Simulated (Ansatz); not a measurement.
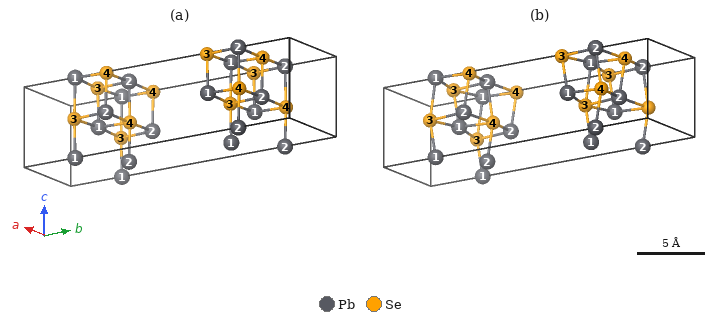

Left: a symmetric starting cell of PbSe. Right: the same structure after one change, at the same scale. The picture is a ball-and-stick view of the conventional cell (4 times the calculation's cell), seen from a free direction. Lengths and directions refer to the drawn axes.

The calculation used DFT PBE, scalar-relativistic, plane waves, PAW in Ansatz 0.2.0. Settings: plane-wave cutoff 420 eV; k-point mesh 6 × 6 × 6; occupations gaussian; smearing width 0.02 eV; no spin polarisation.

Which change leads from the left to the right?

Answer. The cell is strained by +0.7 % along a, −0.6 % along b, −1.0 % along c (volume −0.9 %) and atoms are displaced by up to 0.34 Å (root mean square over those that move 0.25 Å) relative to the cell: Pb2 0.10 Å along [0 −2 3], Se3 0.34 Å along [0 −2 −1]. No relaxation follows. The starting cell wasn't computed here and needn't be at equilibrium, so pressure and forces aren't due to the change alone.

And its effect?

Answer. The pressure is −1.1 GPa (not all of it need come from the change, since the unchanged cell can be under pressure at this level too). The principal stresses (compression positive) are −0.3 GPa along c, −1.2 GPa along a, −1.9 GPa along b. The largest forces, 0.7 eV/Å, act on Se3 and Se4; on Se3 it points along [0 2 1]. The forces mostly point back along the displacements (cosine −0.92). Near-neighbour distances before and after: Pb–Se 2.830 → 3.055 Å, Pb–Se 3.208 → 3.284 Å, Pb–Se 3.120 → 3.184 Å, Pb–Se 3.045 → 2.987 Å. The space group stays Fmm2 (No. 42).
